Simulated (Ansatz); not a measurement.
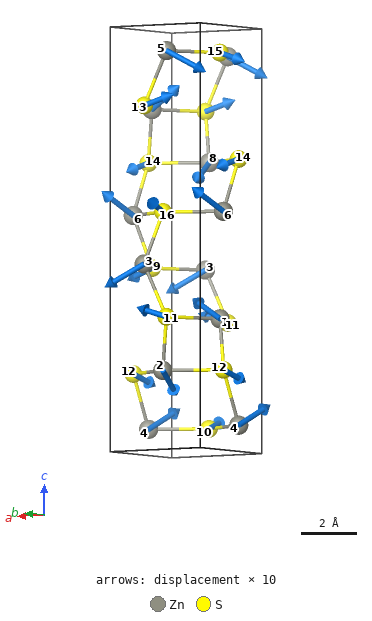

This is a relaxation of a crystal of ZnS (a generated structure, set up in P4_12_12) (coarse preliminary run). The starting structure is drawn; blue arrows show the displacements (the part carried along by the change of the cell is left out), 10 times their true length.

A ball-and-stick model of the cell of the calculation, seen from a free direction.

Computed with DFT PBE, scalar-relativistic, plane waves, PAW in Ansatz. Set-up: plane-wave cutoff 420 eV; k-point mesh 4 × 4 × 1; occupations gaussian; smearing width 0.1 eV; no spin polarisation; cell and atoms relaxed; force threshold 0.04 eV/Å; at most 70 steps.

Question: Which element moves most?

Answer: Zinc: up to 0.18 Å, against 0.13 Å for sulfur.

Question: What did the optimiser do to the structure, and how much energy did it gain?

Answer: After 5 accepted moves (6 points after the start) the energy has fallen by 379 meV per atom. Largest force component: 2.7 eV/Å at the start, 0.005 eV/Å at the end. The pressure goes from 28.98 to 0.11 GPa. The SCF was repeated once at an unchanged geometry on a basis and grid sized afresh for the cell, which shifted the energy by 3.2 meV per atom at most. The largest moves relative to the cell, 0.18 Å, are those of Zn atoms. By element the largest moves are Zn 0.18 Å, S 0.13 Å. The volume changes by +26.1 %, with a = b 4.034 → 4.358 Å (+8.0 %), c 15.749 → 17.017 Å (+8.1 %). Some distances before and after: S–S 2.901 → 3.334 Å, S–Zn 2.067 → 2.376 Å, S–Zn 2.270 → 2.490 Å, S–Zn 2.252 → 2.371 Å. Among the angles between lasting bonds that change: S–Zn–S 137.1° → 132.6°, Zn–S–Zn 83.8° → 80.2°, Zn–S–Zn 109.1° → 111.8°. The space group stays P4_12_12 (No. 92).
